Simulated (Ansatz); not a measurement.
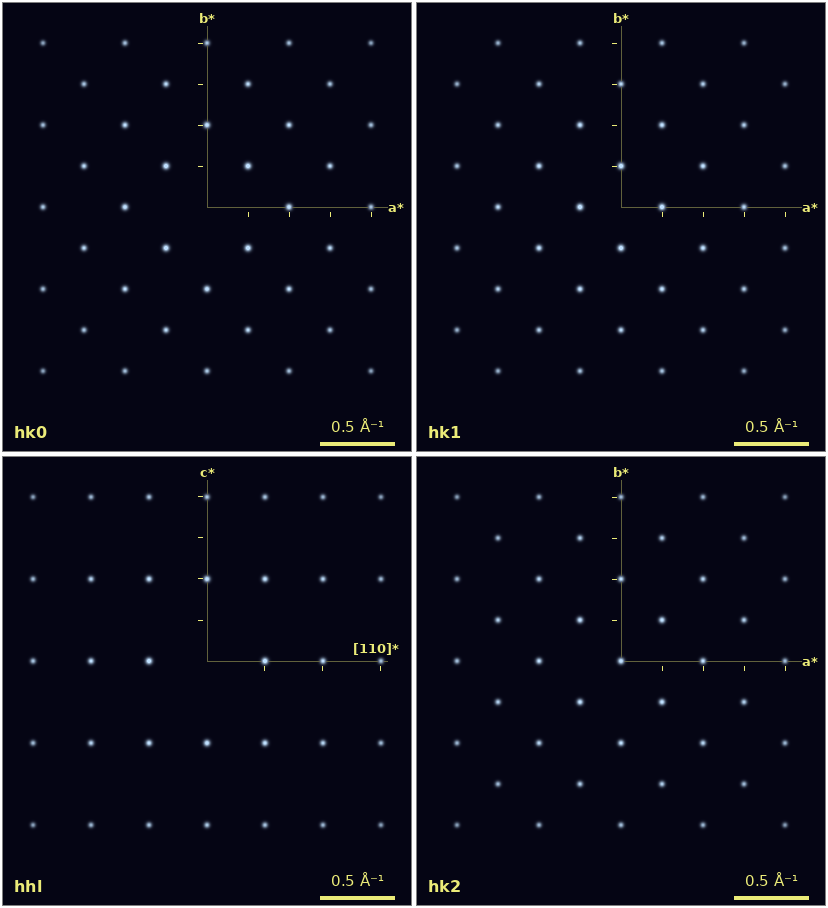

Simulated precession-type sections (X-rays; kinematic intensities, B = 0.5 Å²). The ticks mark integer indices of the conventional cell.

What cell do the layers give?

Answer. a* = 0.278, b* = 0.278, c* = 0.278 Å⁻¹; the cell is cubic with a = 3.60 Å.

List the systematic absences.

Answer. Reflections are present only under these conditions. hkl: h + k + l = 2n; hk0: h + k = 2n; hhl: l = 2n; h00: h = 2n. The lattice is body-centred (I).

Which space groups fit?

Answer. The intensities have Laue symmetry m-3m (the hk0 layer shows 4mm, hk1 shows 4mm). With these conditions the candidates are I432 (No. 211), I-43m (No. 217), Im-3m (No. 229). Diffraction geometry alone does not choose among them; the structure has Im-3m. The compound is Zr. Structure: the input geometry of an electronic-structure calculation (not necessarily at equilibrium); the starting structure was generated, so it need not be a known form of this composition.
